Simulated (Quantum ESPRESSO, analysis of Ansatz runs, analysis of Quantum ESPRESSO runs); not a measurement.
**Local vibrational mode of the Zn vacancy with two H in ZnO (PBE) (Quantum ESPRESSO)**

Subject: Zn vacancy with two H in ZnO. Wanted: its local vibrational mode, in one set-up (PBE, GBRV 1.5 PBE, 32-site cell, PBE lattice, k: the single point 1/4 1/4 1/4). The model is a cell of 32 host atoms with 1 Zn taken out and 2 H put in. The frequencies come from force constants among the defect atom and its neighbours, with the masses of the isotopes named. A local or semilocal functional is the cheapest first rung.

**The experiment.** Upper O-H stretch: 3349.6 cm⁻¹ at 9 K, by FTIR absorption (quoted in “Hydrogen-related defects in hydrothermally grown ZnO studied by Fourier Transform Infrared Spectroscopy”, 2010, Halvard Haug, quoting earlier work (2003)). Lower O-H stretch: 3312.2 cm⁻¹ at 9 K, by FTIR absorption (quoted in “Hydrogen-related defects in hydrothermally grown ZnO studied by Fourier Transform Infrared Spectroscopy”, 2010, Halvard Haug, quoting earlier work (2003)). The runs below try to reproduce this.

Main program and level: Quantum ESPRESSO 7.5; Quantum ESPRESSO plane-wave DFT, PBE, GBRV 1.5 PBE potentials; relaxation of all atoms of a defect supercell.

## 1. Starting point

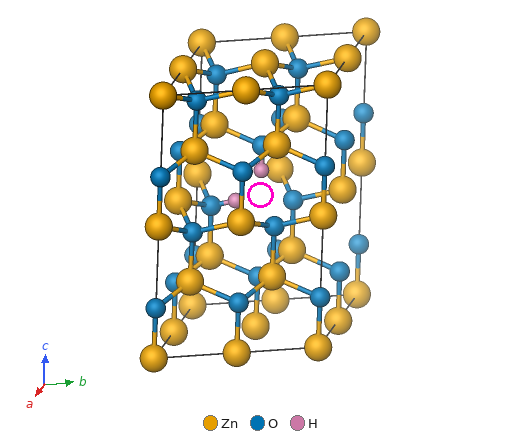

Start, viewed slightly off an axis; zinc orange, oxygen blue, hydrogen pink. A ring marks the centre wherever it is empty. Bonds to atoms that aren't drawn are left out. Some periodic images of atoms are drawn too.

The cell holds 33 atoms: 15 Zn, 16 O and 2 H. Cell: a = 6.562 Å, b = 6.562 Å, c = 10.593 Å, α = 90.0°, β = 90.0°, γ = 120.0°. It derives from ZnO (space group P6_3mc). Nearest the centre at fractional (0.333, 0.667, 0.500): H32 at 1.00 Å, H33 at 1.02 Å, O27 at 1.98 Å, O12 at 2.00 Å, O14 at 2.00 Å, O4 at 2.02 Å, Zn5 at 3.24 Å, Zn24 at 3.25 Å.

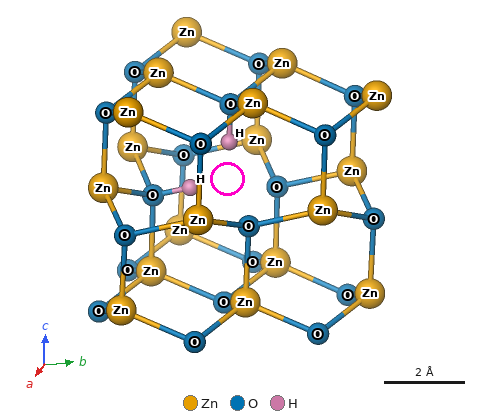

The atoms within 5 Å of the centre. A ring marks the centre wherever it is empty.

The host's primitive cell comes from a first run (Quantum ESPRESSO plane-wave DFT, PBE, GBRV 1.5 PBE potentials; relaxation of cell and atoms of a defect-free cell): vectors of 3.281, 3.281 and 5.297 Å. That is 12.34 Å³ an atom, 3.7 % over the diffraction cell's volume. The supercell is built on it.

## 2. Relaxation, charge 0

Every later number rests on the structure around the defect, so the atoms are relaxed at the host's lattice first.

Contents of pw.in:

```
&CONTROL
  calculation = 'relax'
  prefix = 'pwscf'
  outdir = './tmp'
  pseudo_dir = './pseudo'
  tprnfor = .true.
  disk_io = 'low'
  nstep = 70
  forc_conv_thr = 0.00039
  etot_conv_thr = 0.0001
/
&SYSTEM
  ibrav = 0
  nat = 33
  ntyp = 3
  ecutwfc = 45
  ecutrho = 360
  nbnd = 203
  occupations = 'smearing'
  smearing = 'fd'
  degauss = 0.00073499
  nosym = .true.
/
&ELECTRONS
  conv_thr = 3d-08
  electron_maxstep = 100
  mixing_beta = 0.5
/
&IONS
  ion_dynamics = 'bfgs'
/
ATOMIC_SPECIES
Zn    65.3800 zn_pbe_v1.uspp.F.UPF
O     15.9990 o_pbe_v1.2.uspp.F.UPF
H      1.0080 h_pbe_v1.4.uspp.F.UPF
CELL_PARAMETERS angstrom
   6.5616149739    0.0000000000    0.0000000000
  -3.2808074869    5.6825253113    0.0000000000
   0.0000000000    0.0000000000   10.5930620368
ATOMIC_POSITIONS crystal
Zn     0.1650385278    0.3334928274    0.2484270482
Zn     0.3312335640    0.1679251607   -0.0005128364
O      0.3350598870    0.1671990420    0.1878840643
O      0.1640572144    0.3301870716    0.4389651313
Zn     0.1676357977    0.3349554282    0.7483158191
Zn     0.3307301122    0.1656781033    0.4987327537
O      0.3321370546    0.1673120241    0.6879166341
O      0.1666012062    0.3357915717    0.9384289855
Zn     0.1641399471    0.8332728284    0.2489057712
Zn     0.3339628668    0.6658231239    0.0017019338
O      0.3344248368    0.6701053353    0.1894128912
O      0.1636833234    0.8302657252    0.4397412470
Zn     0.1682210903    0.8328410859    0.7514888476
O      0.3366432015    0.6678802272    0.6889356592
O      0.1636932791    0.8310562218    0.9404001123
Zn     0.6667968349    0.3311573209    0.2512662780
Zn     0.8305325907    0.1636014335   -0.0005053258
O      0.8299020290    0.1646806741    0.1899018349
O      0.6660940306    0.3359637717    0.4390625302
Zn     0.6673784518    0.3307186109    0.7498069235
Zn     0.8302142957    0.1655595045    0.5008171419
O      0.8357587922    0.1661446611    0.6903633286
O      0.6634526592    0.3319392680    0.9402745645
Zn     0.6667867606    0.8304191678    0.2503964456
Zn     0.8319386958    0.6684328429   -0.0008339286
O      0.8326485558    0.6689777029    0.1903698864
O      0.6645525953    0.8326270960    0.4410102516
Zn     0.6657434571    0.8311559729    0.7514683318
Zn     0.8331553663    0.6655170845    0.4982210433
O      0.8299133560    0.6645540785    0.6891467956
O      0.6634647249    0.8328738902    0.9391782968
H      0.3368342993    0.6681121221    0.5943726302
H      0.2480604785    0.4975065034    0.4685510170
K_POINTS crystal
1
0.25 0.25 0.25 1.0
```

Started as:

```sh
$ OMP_NUM_THREADS=1 mpirun -n 4 pw.x -in pw.in > pw.out
```

The log of the run:

```text
This program is part of the open-source Quantum ESPRESSO suite
     for quantum simulation of materials; please cite
         "P. Giannozzi et al., J. Phys.:Condens. Matter 21 395502 (2009);
         "P. Giannozzi et al., J. Phys.:Condens. Matter 29 465901 (2017);
         "P. Giannozzi et al., J. Chem. Phys. 152 154105 (2020);
          URL
     in publications or presentations arising from this work. More details at

     Subspace diagonalization in iterative solution of the eigenvalue problem:
     one sub-group per band group will be used
     scalapack distributed-memory algorithm (size of sub-group:  2*  2 procs)

     --------------------
     sticks:   dense  smooth     PW     G-vecs:    dense   smooth      PW
     Min         953     478    127                76821    27187    3813
     Max         955     479    128                76822    27189    3820
     Sum        3817    1915    511               307285   108751   15267

     Using Slab Decomposition

     bravais-lattice index     =            0
     lattice parameter (alat)  =      12.3997  a.u.
     unit-cell volume          =    2665.4481 (a.u.)^3
     number of atoms/cell      =           33
     number of atomic types    =            3
     number of electrons       =       398.00
     number of Kohn-Sham states=          203
     kinetic-energy cutoff     =      45.0000  Ry
     charge density cutoff     =     360.0000  Ry
     scf convergence threshold =      3.0E-08
     mixing beta               =       0.5000
     number of iterations used =            8  plain     mixing
     energy convergence thresh.=      1.0E-04
     force convergence thresh. =      3.9E-04
     Exchange-correlation=  SLA  PW   PBX  PBC
                           (   1   4   3   4   0   0   0)
     nstep                     =           70

     celldm(1)=  12.399655  celldm(2)=   0.000000  celldm(3)=   0.000000
     celldm(4)=   0.000000  celldm(5)=   0.000000  celldm(6)=   0.000000

     crystal axes: (cart. coord. in units of alat)
               a(1) = (   1.000000   0.000000   0.000000 )
               a(2) = (  -0.500000   0.866025   0.000000 )
               a(3) = (   0.000000   0.000000   1.614399 )

     reciprocal axes: (cart. coord. in units 2 pi/alat)
               b(1) = (  1.000000  0.577350 -0.000000 )
               b(2) = (  0.000000  1.154701  0.000000 )
               b(3) = (  0.000000 -0.000000  0.619426 )

     PseudoPot. # 1 for Zn read from file:
     zn_pbe_v1.uspp.F.UPF
     Pseudo is Ultrasoft, Zval = 20.0
     Generated by new atomic code, or converted to UPF format
     Using radial grid of  943 points,  6 beta functions with:
                l(1) =   0
                l(2) =   0
                l(3) =   1
                l(4) =   1
                l(5) =   2
                l(6) =   2
     Q(r) pseudized with  8 coefficients,  rinner =    1.100   1.100   1.100
                                                       1.100   1.100

     PseudoPot. # 2 for O  read from file:
     o_pbe_v1.2.uspp.F.UPF
     Pseudo is Ultrasoft + core correction, Zval =  6.0
     Generated by new atomic code, or converted to UPF format
     Using radial grid of  737 points,  5 beta functions with:
                l(1) =   0
                l(2) =   0
                l(3) =   1
                l(4) =   1
                l(5) =   2
     Q(r) pseudized with  8 coefficients,  rinner =    0.900   0.900   0.900
                                                       0.900   0.900

     PseudoPot. # 3 for H  read from file:
     h_pbe_v1.4.uspp.F.UPF
     Pseudo is Ultrasoft, Zval =  1.0
     Generated by new atomic code, or converted to UPF format
     Using radial grid of  615 points,  2 beta functions with:
                l(1) =   0
                l(2) =   0
     Q(r) pseudized with  8 coefficients,  rinner =    0.700

     atomic species   valence    mass     pseudopotential
     Zn               20.00    65.38000     Zn( 1.00)
     O                 6.00    15.99900     O ( 1.00)
     H                 1.00     1.00800     H ( 1.00)

     No symmetry found

   Cartesian axes

     site n.     atom                  positions (alat units)
         1        Zn     tau(   1) = (  -0.0017079   0.2888133   0.4010603  )
         2        Zn     tau(   2) = (   0.2472710   0.1454275  -0.0008279  )
         3        O      tau(   3) = (   0.2514604   0.1447986   0.3033198  )
         4        O      tau(   4) = (  -0.0010363   0.2859504   0.7086647  )
         5        Zn     tau(   5) = (   0.0001581   0.2900799   1.2080800  )
         6        Zn     tau(   6) = (   0.2478911   0.1434814   0.8051535  )
         7        O      tau(   7) = (   0.2484810   0.1448965   1.1105717  )
         8        O      tau(   8) = (  -0.0012946   0.2908040   1.5149984  )
         9        Zn     tau(   9) = (  -0.2524965   0.7216354   0.4018331  )
        10        Zn     tau(  10) = (   0.0010513   0.5766197   0.0027476  )
        11        O      tau(  11) = (  -0.0006278   0.5803282   0.3057879  )
        12        O      tau(  12) = (  -0.2514495   0.7190312   0.7099177  )
        13        Zn     tau(  13) = (  -0.2481995   0.7212615   1.2132025  )
        14        O      tau(  14) = (   0.0027031   0.5784012   1.1122168  )
        15        O      tau(  15) = (  -0.2518348   0.7197158   1.5181806  )
        16        Zn     tau(  16) = (   0.5012182   0.2867907   0.4056439  )
        17        Zn     tau(  17) = (   0.7487319   0.1416830  -0.0008158  )
        18        O      tau(  18) = (   0.7475617   0.1426176   0.3065773  )
        19        O      tau(  19) = (   0.4981121   0.2909532   0.7088219  )
        20        Zn     tau(  20) = (   0.5020191   0.2864107   1.2104872  )
        21        Zn     tau(  21) = (   0.7474345   0.1433787   0.8085185  )
        22        O      tau(  22) = (   0.7526865   0.1438855   1.1145216  )
        23        O      tau(  23) = (   0.4974830   0.2874678   1.5179779  )
        24        Zn     tau(  24) = (   0.2515772   0.7191641   0.4042397  )
        25        Zn     tau(  25) = (   0.4977223   0.5788798  -0.0013463  )
        26        O      tau(  26) = (   0.4981597   0.5793517   0.3073329  )
        27        O      tau(  27) = (   0.2482390   0.7210762   0.7119663  )
        28        Zn     tau(  28) = (   0.2501655   0.7198022   1.2131694  )
        29        Zn     tau(  29) = (   0.5003968   0.5763547   0.8043274  )
        30        O      tau(  30) = (   0.4976363   0.5755207   1.1125576  )
        31        O      tau(  31) = (   0.2470278   0.7212900   1.5162081  )
[...]
atom    6 type  1   force =     0.00018963    0.00019310    0.00014423
     atom    7 type  2   force =     0.00018766   -0.00010666   -0.00012724
     atom    8 type  2   force =    -0.00010765    0.00001968   -0.00027657
     atom    9 type  1   force =     0.00010955   -0.00016053    0.00006633
     atom   10 type  1   force =    -0.00007586    0.00010614   -0.00024412
     atom   11 type  2   force =     0.00010897    0.00009321    0.00007718
     atom   12 type  2   force =    -0.00015388   -0.00034919    0.00003104
     atom   13 type  1   force =    -0.00003225    0.00017417    0.00003722
     atom   14 type  2   force =    -0.00018984   -0.00001223    0.00008110
     atom   15 type  2   force =    -0.00017645    0.00004019    0.00013355
     atom   16 type  1   force =    -0.00001107    0.00003116   -0.00020892
[...]
Total force =     0.001418     Total SCF correction =     0.000040
     Energy error            =      4.7E-06 Ry
     Gradient error          =      4.5E-04 Ry/Bohr

     number of scf cycles    =  30
     number of bfgs steps    =  29

     energy             old  =   -7443.5037853526 Ry
     energy             new  =   -7443.5037900081 Ry

     CASE: energy            _new < energy            _old

     new trust radius        =       0.0026764678 bohr
     new conv_thr            =       0.0000000003 Ry

ATOMIC_POSITIONS (crystal)
Zn               0.1585467208        0.3251591043        0.2398699357
Zn               0.3350473200        0.1642674977        0.0002928711
O                0.3280996682        0.1586212595        0.1891677072
O                0.1661045427        0.3252894245        0.4354795524
Zn               0.1645756762        0.3337681167        0.7480408171
Zn               0.3380223886        0.1469721417        0.4974983224
O                0.3358836363        0.1742113795        0.6889581063
O                0.1676288372        0.3337568912        0.9373980289
Zn               0.1611947945        0.8256789780        0.2589075714
Zn               0.3354472346        0.6665922866        0.0011776550
O                0.3267925561        0.6603519480        0.1888800362
O                0.1628626178        0.8246272507        0.4437313113
Zn               0.1581820268        0.8466416404        0.7516250764
O                0.3391998460        0.6808284973        0.6917802825
O                0.1665199246        0.8317468556        0.9388459221
Zn               0.6617021241        0.3321587379        0.2496813177
[...]
NEW-OLD atomic charge density approx. for the potential

     Check: negative core charge=   -0.000002

     Self-consistent Calculation

     iteration #  1     ecut=    45.00 Ry     beta= 0.50
     Davidson diagonalization with overlap
     ethr =  1.00E-06,  avg # of iterations =  3.0

     Threshold (ethr) on eigenvalues was too large:
     Diagonalizing with lowered threshold

     Davidson diagonalization with overlap
     ethr =  3.51E-10,  avg # of iterations =  5.0

     total energy              =   -7443.50379295 Ry
     estimated scf accuracy    <       0.00000219 Ry

     iteration #  2     ecut=    45.00 Ry     beta= 0.50
     Davidson diagonalization with overlap
     ethr =  5.49E-10,  avg # of iterations =  3.0

     total energy              =   -7443.50379321 Ry
     estimated scf accuracy    <       0.00000042 Ry

     iteration #  3     ecut=    45.00 Ry     beta= 0.50
     Davidson diagonalization with overlap
     ethr =  1.06E-10,  avg # of iterations =  3.0

     total energy              =   -7443.50379329 Ry
     estimated scf accuracy    <       0.00000014 Ry

     iteration #  4     ecut=    45.00 Ry     beta= 0.50
     Davidson diagonalization with overlap
     ethr =  3.43E-11,  avg # of iterations =  3.0

     total energy              =   -7443.50379331 Ry
     estimated scf accuracy    <       0.00000001 Ry

     iteration #  5     ecut=    45.00 Ry     beta= 0.50
     Davidson diagonalization with overlap
     ethr =  3.06E-12,  avg # of iterations =  3.0

     total energy              =   -7443.50379332 Ry
     estimated scf accuracy    <          2.9E-09 Ry

     iteration #  6     ecut=    45.00 Ry     beta= 0.50
     Davidson diagonalization with overlap
     ethr =  7.25E-13,  avg # of iterations =  3.0

     total energy              =   -7443.50379332 Ry
     estimated scf accuracy    <          3.9E-10 Ry

     iteration #  7     ecut=    45.00 Ry     beta= 0.50
     Davidson diagonalization with overlap
     ethr =  1.00E-13,  avg # of iterations =  4.0

     End of self-consistent calculation

          k = 0.2500 0.4330 0.1549 ( 13581 PWs)   bands (ev):

  -116.0465-115.9708-115.9615-115.7923-115.7760-115.7711-115.7698-115.7582
  -115.7285-115.6868-115.6346-115.6323-115.4855-115.4695-115.2445 -70.2690
[...]
3.3246   3.3291   3.3642   3.3737   3.3962   3.4123   3.4361   3.4588
     3.4784   3.4907   3.5414   3.5624   3.6155   3.6434   3.6850   3.6980
     3.7447   3.9094   3.9432   4.0051   4.0572   4.1468   4.2256   4.3011
     4.4042   4.4977   4.7050   4.7578   4.8119   4.8865   4.9797   5.0717
     5.1943   5.3040   5.4209   5.5620   5.6085   5.6682   5.7103   5.7330
     5.8416   5.9058   5.9345   6.0153   6.0837   6.1426   6.2110   6.2542
     6.3108   6.3892   6.5082   6.5492   6.6405   6.6996   6.7428   6.8117
     6.8724   6.9355   6.9672   7.0457   7.1289   7.3252   7.5875  10.6285
    11.5467  11.9585  12.0197

     the Fermi energy is     8.1114 ev

!    total energy              =   -7443.50379332 Ry
     estimated scf accuracy    <          4.9E-11 Ry
     smearing contrib. (-TS)   =       0.00000000 Ry
     internal energy E=F+TS    =   -7443.50379332 Ry

     The total energy is F=E-TS. E is the sum of the following terms:
     one-electron contribution =   -6362.43955590 Ry
     hartree contribution      =    3334.73288517 Ry
     xc contribution           =    -752.37354049 Ry
     ewald contribution        =   -3663.42358209 Ry

     convergence has been achieved in   7 iterations

     Forces acting on atoms (cartesian axes, Ry/au):

[...]
atom   26 type  2   force =    -0.00002071    0.00005514    0.00006912
     atom   27 type  2   force =     0.00035204   -0.00016809    0.00002593
     atom   28 type  1   force =     0.00003456    0.00014783   -0.00015196
     atom   29 type  1   force =     0.00008820   -0.00006342    0.00036382
     atom   30 type  2   force =     0.00004301   -0.00016202   -0.00017156
     atom   31 type  2   force =    -0.00011192    0.00002840   -0.00000857
     atom   32 type  3   force =    -0.00026826   -0.00000072    0.00022429
     atom   33 type  3   force =     0.00002477   -0.00011466   -0.00005908

     Total force =     0.001214     Total SCF correction =     0.000040
     Energy error            =      3.3E-06 Ry
     Gradient error          =      3.6E-04 Ry/Bohr

     bfgs converged in  31 scf cycles and  30 bfgs steps
     (criteria: energy <  1.0E-04 Ry, force <  3.9E-04 Ry/Bohr)

     End of BFGS Geometry Optimization

     Final energy             =   -7443.5037933169 Ry

     File ./tmp/pwscf.bfgs deleted, as requested
Begin final coordinates

ATOMIC_POSITIONS (crystal)
[...]
O                0.8289839617        0.6649392951        0.1908412707
O                0.6572250492        0.8237650326        0.4446242546
Zn               0.6822450481        0.8471015024        0.7510869678
Zn               0.8341807324        0.6689465162        0.4962995368
O                0.8325359956        0.6694008827        0.6908364855
O                0.6670088459        0.8322617576        0.9386200352
H                0.3502440829        0.7055205154        0.5986665774
H                0.2622010594        0.4981824602        0.4507307109
End final coordinates

=------------------------------------------------------------------------------=
   JOB DONE.
=------------------------------------------------------------------------------=
```

It took 22 min on 4 MPI ranks of Arm Neoverse V1, shared host; peak memory 1.6 GiB.

[end of part 1 of 2]

[Logs are printed without paths, hosts, clocks, repeated set-up lines and the standing remarks that a program may print on its own settings, such as how far it seeks lower states.]

[Hosts, paths, dates, database ids (printed as entryN), source tags and the programs' standing remarks are cut or masked in the printed files.]

[For some hosts the program warned that the k-mesh of the response run may be too coarse for force constants and the static dielectric constant; such warnings are not shown here.]
